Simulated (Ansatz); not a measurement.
**Run report: AlAs, geometry relaxation (part 2 of 4)**

The same run, continued: AlAs (slab, 20 atoms in the cell); DFT PBEsol, scalar-relativistic, plane waves, PAW, no spin polarisation (Ansatz 0.2.0); cutoff 420 eV, 7×3×1 k-mesh, Gaussian smearing of 0.05 eV. The structure derives from an entry of the Crystallography Open Database. It belongs to a series of runs on one base structure; here: (2 1 1) slab, atoms relaxed.

Geometry of the input (Å; fractional positions):
```
4.0125  0.0000  0.0000
0.0000  9.8287  0.0000
0.0000  0.0000  25.4249
Al 0.5000  0.6667  0.2950
As 0.5000  0.4167  0.2950
Al 0.0000  0.3333  0.3405
As 0.0000  0.0833  0.3405
Al 0.5000  0.0000  0.3861
As 0.5000  0.7500  0.3861
Al 0.0000  0.6667  0.4317
As 0.0000  0.4167  0.4317
Al 0.5000  0.3333  0.4772
As 0.5000  0.0833  0.4772
Al 0.0000  0.0000  0.5228
As 0.0000  0.7500  0.5228
Al 0.5000  0.6667  0.5683
As 0.5000  0.4167  0.5683
Al 0.0000  0.3333  0.6139
As 0.0000  0.0833  0.6139
Al 0.5000  0.0000  0.6595
As 0.5000  0.7500  0.6595
Al 0.0000  0.6667  0.7050
As 0.0000  0.4167  0.7050
```

## Output, continued
```
relax step  14: F+E_penalty+E_count = -53378.57418115 eV  Δ(F+E_penalty+E_count) = +1.977e-5 eV  max|allowed force component| = 8.579e-2 eV/Å  Δτ_max = 0.0419 Å  (7 SCF iters, dr2 threshold 2.71e-6 eV, rejected (line search))
SCF 15 converged in 9 iterations: F = -53378.574203 eV  dr2 = 1.97e-8
relax step  15: F+E_penalty+E_count = -53378.57420321 eV  Δ(F+E_penalty+E_count) = -2.297e-6 eV  max|allowed force component| = 8.806e-2 eV/Å  Δτ_max = 0.0000 Å  (9 SCF iters, accepted)
SCF 16 converged in 7 iterations: F = -53378.574194 eV  dr2 = 6.27e-7
relax step  16: F+E_penalty+E_count = -53378.57419378 eV  Δ(F+E_penalty+E_count) = +9.437e-6 eV  max|allowed force component| = 8.593e-2 eV/Å  Δτ_max = 0.0419 Å  (7 SCF iters, dr2 threshold 2.72e-6 eV, rejected (line search))
SCF 17 converged in 9 iterations: F = -53378.578009 eV  dr2 = 1.09e-8
relax step  17: F+E_penalty+E_count = -53378.57800852 eV  Δ(F+E_penalty+E_count) = -3.805e-3 eV  max|allowed force component| = 5.844e-2 eV/Å  Δτ_max = 0.0209 Å  (9 SCF iters, accepted)
SCF 18 converged in 6 iterations: F = -53378.578826 eV  dr2 = 2.54e-7
relax step  18: F+E_penalty+E_count = -53378.57882596 eV  Δ(F+E_penalty+E_count) = -8.174e-4 eV  max|allowed force component| = 1.340e-2 eV/Å  Δτ_max = 0.0113 Å  (6 SCF iters, dr2 threshold 1.50e-6 eV, accepted)
iter 1 solved again at ethr=1.49e-10 eV; its pass at ethr=3.10e-3 eV (dr2=2.69e-7 eV) is discarded
SCF iter   1: F=—  HF=-53378.578872 eV  |F-HF|=—  |Δ(HF+E_count)|=         —  Δρ=3.16e-6  dr2=2.70e-7  ethr=1.49e-10  p=0.157 e·Å  D=2.83e-2 V/Å  ΔV_dip=-0.72 eV  dr2_dipole=6.21e-8  V_vac-E_F(+/−)=4.25/4.97 eV  ⟨swp⟩=1.0  Hψ=2096  notcnv=0
efield: sawtooth ramp at fractional position 0.9800 (handed on by an earlier solve), width 0.0400; the density the first Hamiltonian is built on has a dipole p = 0.157 e·Å; the dipole correction subtracts the counter field D = 2.83e-2 V/Å, which shifts the + side's vacuum level by -0.72 eV against the − side's; the planar-averaged density in the ramp window peaks in size at 1.9e-7 e/Å³
preconditioner: auto → LDOS  [insulator: Δε(μ)=0.086 eV  Ē_g=7.842 eV  σ=0.050 eV  W_gap=0.77  n_scr=152 (ndim 8)  ℏωp=10.5 eV  f_vac=0.510  D(μ)=3.08/eV (n_scr^D=12)  ε∞_Penn≈2.8  β→1.0]
SCF iter   2: F=—  HF=-53378.578826 eV  |F-HF|=—  |Δ(HF+E_count)|=   4.54e-5  Δρ=2.61e-6  dr2=4.37e-7  ethr=1.49e-10  p=0.157 e·Å  D=2.83e-2 V/Å  ΔV_dip=-0.72 eV  dr2_dipole=1.16e-8  V_vac-E_F(+/−)=4.25/4.97 eV  ⟨swp⟩=2.8  Hψ=1148  notcnv=0
SCF iter   3: F=-53378.578826 eV  HF=-53378.578826 eV  |F-HF|=8.06e-8  |Δ(HF+E_count)|=   5.79e-8  Δρ=1.30e-6  dr2=9.34e-8  ethr=5.56e-11  p=0.157 e·Å  D=2.83e-2 V/Å  ΔV_dip=-0.72 eV  dr2_dipole=1.22e-8  V_vac-E_F(+/−)=4.25/4.97 eV  ⟨swp⟩=8.8  Hψ=5634  notcnv=0
SCF 19 converged in 3 iterations: F = -53378.578826 eV  dr2 = 9.34e-8
relax step  19: F+E_penalty+E_count = -53378.57882609 eV  Δ(F+E_penalty+E_count) = -1.317e-7 eV  max|allowed force component| = 1.339e-2 eV/Å  Δτ_max = 0.0000 Å  (3 SCF iters, accepted)
```

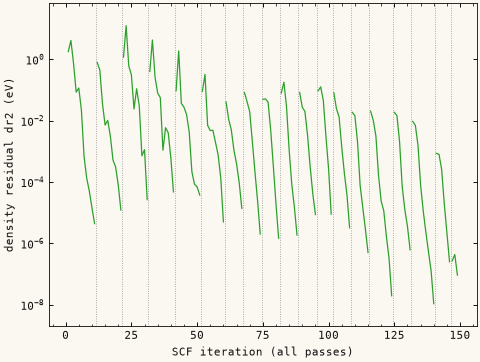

Fig. 1: Convergence of the self-consistent field: density residual dr2 against the SCF iteration. The dotted lines part the SCF passes of the relaxation: geometry steps, rejected trials and re-solves on a re-selected basis. The 19 passes take 3 to 11 iterations each, 149 in all.

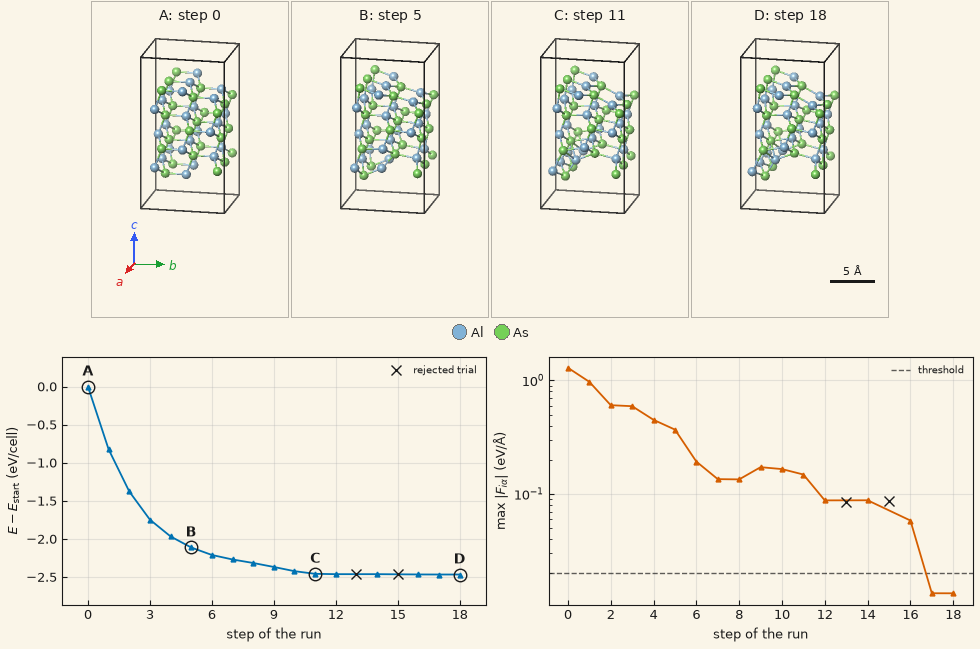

Fig. 2: Frames of the relaxation (ball-and-stick view of the 2 × 1 repeat of the cell, with the vacuum cut short (origin shifted), seen slightly off an axis) above the curves, on which the letters mark them (the first geometry is step 0 here and step 1 in the log).

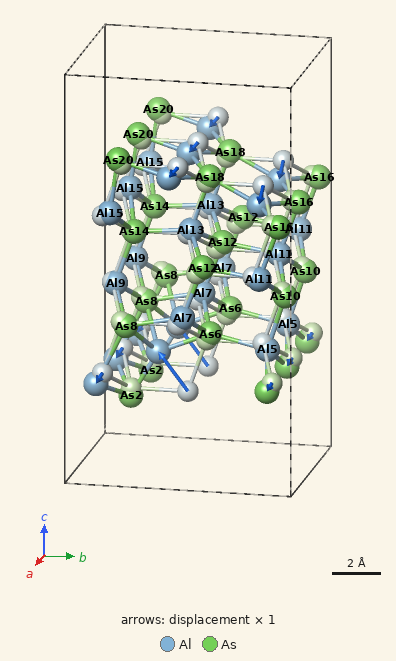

Fig. 3: Start (faint) and end (solid) with the displacements as blue arrows, at true length (ball-and-stick view of the 2 × 1 repeat of the cell, with the vacuum cut short (origin shifted), seen slightly off an axis). The largest move is that of Al1, 2.11 Å. By element the largest moves are Al 2.11 Å, As 0.44 Å. The cell stays as it was. Among the contacts that change: Al1–As8 4.705 → 2.762 Å, Al3–As8 2.457 → 2.936 Å, Al19–As20 2.457 → 2.302 Å, Al1–As2 2.457 → 2.335 Å. New bonds form: Al1–As8 (4.71 → 2.76 Å). Among the angles that change: Al1–As6–Al5 109.5° → 145.3°, As2–Al1–As6 109.5° → 142.9°, Al13–As18–Al17 109.5° → 81.3°. After 18 geometry steps the energy has fallen by 2.466 eV per cell of the calculation. The largest force component goes from 1.3 to 0.013 eV/Å. The line search rejected the trial steps at points 13, 15 (counted from 0) and went back. (Atoms are counted from 1 in the order of the input.)

```
WARN: The output density's exchange-correlation potential varies sharply where the density is thin. Do not read a vacuum level from v_tot or v_xc, or from such a field of the output density. On a cell that repeats whose density bears no net charge and no dipole along the vacuum's axis use v_es (v_loc + v_h of the components); under efield.dipole_correction with no amplitude use v_es + v_field, which holds any external_charges[].barrier, or the levels of the report's work_function block, which leave it out; under a non-zero efield.amplitude the vacuum is tilted and has no level; on a cell that repeats and bears such a dipole with no correction it is tilted too, and efield.dipole_correction with no amplitude gives each side of its ramp a level where efield: is served; in a cell that repeats whose density bears a net charge (total_charge, or a fill off its count) it is curved and has none; of a slab under crystal.periodic whose density bears no net charge use v_es, which has a level on each side, short of where the two are joined; of another it falls or rises all the way out and has none; of a slab beside external_charges read slab_vacuum_level instead, which it has where they leave it neutral. The grid or the basis barely resolves most such structure, and the values can differ between equally converged runs; as a rule a tighter scf.convergence.dr2_threshold does not remove it. Where the density itself ripples (under the LDA too) a higher basis.ecutwfc lessens it. The files hold the spikes' plane waves up to the density's cutoff. Files: v_tot_of_output_density and the like, and their columns of v_z.tsv (output.write_potential); v_xc_of_output_density and the like, and their columns of v_comp_z.tsv (output.write_potential_components). Measured: with its Gaussian average of σ = 0.25 Å subtracted twice, the exchange-correlation potential is over 0.1 eV at 501 of the grid points where the equally averaged density (valence and model cores) is under 1e-3 e/Å³, and 0.304 eV at the most among them, at an averaged density of 4.4e-4 e/Å³. The input density's (outcome.potential() and, of a run that writes arrays, v_tot and v_xc) is over 0.1 eV, so measured, at 503 points of its own thin density, 0.305 eV at the most. See output.write_potential in the manual, Limitations
SCF converged after 3 iterations
Free energy (F): -53378.578826 eV
Harris-Foulkes:  -53378.578826 eV  (|F-HF|=8.06e-8)
Internal energy: -53378.574974 eV  (E = F + TS)
E sigma→0 (E₀):  -53378.576900 eV
Entropy (-TS):   -0.003852 eV (-0.193 meV/atom)
Fermi energy:    0.771645 eV
Dipole field:    D = 0.028268 V/Å  (p = 0.156643 e·Å, saw-weighted, corrected)
Work function:   Φ+ = 4.2530 eV   Φ− = 4.9717 eV
Levels:          The Fermi level and band energies are counted from a zero that moves with the ramp; work functions are not
--- Per-component energies (eV) ---
  E_band       = -3840.237171
  E_kinetic    = 1254.217800
  E_local      = -112157.224754  (includes V_loc(G=0)·N_el)
  E_nonlocal   = -6578.132117
  E_hartree    = 56221.428740
  E_xc         = -1173.508814
  E_vxc        = -1074.485175  (∫ρ·V_xc dr)
  E_paw        = -22478.248070  (= ΣΔE_a)
  E_vpaw       = 2272.523811  (= ΣTr[D̂ρ^β])
  E_aug_tail   = 0.000054  (compensation charges beyond the density's cutoff)
  E_efield     = 0.002214  (sawtooth field / dipole correction)
  E_vefield    = 0.042346  (∫n·V_field dr)
  E_ewald      = 31523.034296
  E_core_change = 9.855677  (= ΣΔE_core)
  E_smearing   = -0.003852  (= −TS)
  E_closure    = 0.000000  (closes the sum)
  Σ components = -53378.578826   (vs F -53378.578826, Δ=0.00e0)
--- Forces (eV/Å), atoms counted from 1 ---
  atom   1  Al     0.00000000     0.00298615    -0.00754867
  atom   2  As     0.00000000     0.00295334     0.01233557
  atom   3  Al     0.00000000    -0.00112835    -0.00580017
  atom   4  As     0.00000000     0.00119898    -0.00159162
  atom   5  Al     0.00000000    -0.00122585     0.00157699
  atom   6  As     0.00000000    -0.00908656    -0.00056439
  atom   7  Al     0.00000000     0.00158568    -0.00368123
  atom   8  As     0.00000000     0.00648799     0.00590165
  atom   9  Al     0.00000000    -0.00233706    -0.00299996
  atom  10  As     0.00000000     0.00101236     0.00137812
  atom  11  Al     0.00000000    -0.00599108    -0.00220861
  atom  12  As     0.00000000     0.00518564     0.00039143
  atom  13  Al     0.00000000     0.00271919     0.00643391
  atom  14  As     0.00000000     0.00213627     0.00112672
  atom  15  Al     0.00000000     0.00373150     0.00276211
  atom  16  As     0.00000000    -0.00442358    -0.00379990
  atom  17  Al     0.00000000    -0.00479404     0.00734417
  atom  18  As     0.00000000    -0.00835001    -0.01338040
  atom  19  Al     0.00000000     0.01088802     0.00740613
  atom  20  As     0.00000000    -0.00356900    -0.00497631
  max |Σ_I F_I| component: 1.06e-4 eV/Å
--- Band table (eV; the first three rows and the last of 8) ---
  k-point 0: bands = ["-35.1703", "-35.1607", "-35.1586", "-35.1444", "-35.1374", "-35.0983", "-35.0901", "-35.0826", "-35.0755", "-35.0679", "-35.0617", "-35.0610", "-35.0576", "-35.0529", "-35.0422", "-34.8727", "-34.8715", "-34.8681", "-34.8606", "-34.8570", "-34.8012", "-34.8001", "-34.7876", "-34.7789", "-34.7749", "-34.7675", "-34.7633", "-34.7486", "-34.7452", "-34.7436", "-34.6086", "-34.5920", "-34.5764", "-34.5700", "-34.5585", "-34.1085", "-34.0962", "-34.0827", "-34.0699", "-34.0666", "-34.0414", "-34.0389", "-34.0375", "-34.0254", "-34.0142", "-33.7851", "-33.7722", "-33.7593", "-33.7531", "-33.7472", "-12.1945", "-11.8225", "-11.3625", "-11.1196", "-10.9884", "-10.8157", "-10.5840", "-10.3165", "-9.7580", "-9.6928", "-5.6138", "-5.4952", "-5.3646", "-4.8944", "-4.8537", "-4.5919", "-4.1186", "-3.8706", "-3.2172", "-2.7575", "-2.6341", "-2.5952", "-2.3776", "-2.2866", "-2.0706", "-1.7724", "-1.7253", "-1.4717", "-1.3711", "-1.2660", "-1.1610", "-1.0663", "-0.8929", "-0.8733", "-0.7695", "-0.6887", "-0.5569", "-0.2625", "-0.2144", "0.6318", "0.8328", "1.2995", "1.3951", "1.6589", "1.9560", "2.3310", "2.3649", "2.5884", "2.7762", "2.8642", "3.0952", "3.4495", "3.5046", "3.6876", "3.7648", "3.9808", "4.0837", "4.1570", "4.3391", "4.4649"]
  k-point 1: bands = ["-35.1703", "-35.1607", "-35.1586", "-35.1444", "-35.1374", "-35.0983", "-35.0901", "-35.0826", "-35.0755", "-35.0679", "-35.0617", "-35.0610", "-35.0576", "-35.0529", "-35.0422", "-34.8727", "-34.8715", "-34.8681", "-34.8606", "-34.8570", "-34.8012", "-34.8001", "-34.7876", "-34.7789", "-34.7749", "-34.7675", "-34.7633", "-34.7486", "-34.7452", "-34.7436", "-34.6086", "-34.5920", "-34.5764", "-34.5700", "-34.5585", "-34.1085", "-34.0962", "-34.0827", "-34.0699", "-34.0666", "-34.0414", "-34.0389", "-34.0375", "-34.0254", "-34.0142", "-33.7851", "-33.7722", "-33.7593", "-33.7531", "-33.7472", "-12.0984", "-11.8483", "-11.5566", "-11.2347", "-10.9311", "-10.6985", "-10.5271", "-10.2592", "-9.7522", "-9.6770", "-5.9529", "-5.7847", "-5.3235", "-5.0720", "-4.6515", "-4.2651", "-3.8691", "-3.4730", "-3.0879", "-2.9529", "-2.8273", "-2.5066", "-2.3203", "-2.2132", "-2.0696", "-1.9132", "-1.6656", "-1.6386", "-1.5992", "-1.3102", "-1.2369", "-1.0396", "-1.0072", "-0.9169", "-0.8057", "-0.6408", "-0.4705", "-0.2334", "-0.1897", "0.8105", "0.9571", "1.3124", "1.4697", "1.8108", "1.9612", "2.1876", "2.3415", "2.4302", "2.6660", "2.9051", "3.0861", "3.2556", "3.3940", "3.4616", "3.6072", "3.7723", "4.0346", "4.1526", "4.3363", "4.5002"]
  k-point 2: bands = ["-35.1702", "-35.1608", "-35.1586", "-35.1442", "-35.1375", "-35.0984", "-35.0898", "-35.0823", "-35.0755", "-35.0680", "-35.0617", "-35.0611", "-35.0576", "-35.0529", "-35.0422", "-34.8724", "-34.8716", "-34.8681", "-34.8607", "-34.8569", "-34.8011", "-34.8001", "-34.7877", "-34.7790", "-34.7747", "-34.7674", "-34.7633", "-34.7486", "-34.7450", "-34.7437", "-34.6084", "-34.5920", "-34.5764", "-34.5701", "-34.5584", "-34.1085", "-34.0962", "-34.0825", "-34.0699", "-34.0667", "-34.0412", "-34.0389", "-34.0375", "-34.0255", "-34.0141", "-33.7849", "-33.7722", "-33.7593", "-33.7531", "-33.7471", "-12.0635", "-11.6979", "-11.2656", "-11.0217", "-10.8944", "-10.7361", "-10.5146", "-10.2122", "-9.6857", "-9.6593", "-5.5227", "-5.4464", "-5.3237", "-4.9024", "-4.8570", "-4.6176", "-4.1998", "-3.8563", "-3.5033", "-3.3110", "-3.1224", "-2.8051", "-2.7702", "-2.6170", "-2.4052", "-2.1748", "-2.1573", "-2.0380", "-1.7066", "-1.6050", "-1.5630", "-1.4592", "-1.2064", "-1.1963", "-0.8862", "-0.7264", "-0.5815", "-0.4191", "-0.2318", "0.7251", "0.9972", "1.7131", "2.0861", "2.2465", "2.4897", "2.6049", "2.7902", "2.8939", "3.0651", "3.2679", "3.4011", "3.5950", "3.6870", "3.8551", "3.9098", "4.0056", "4.0526", "4.2188", "4.3805", "4.4301"]
```
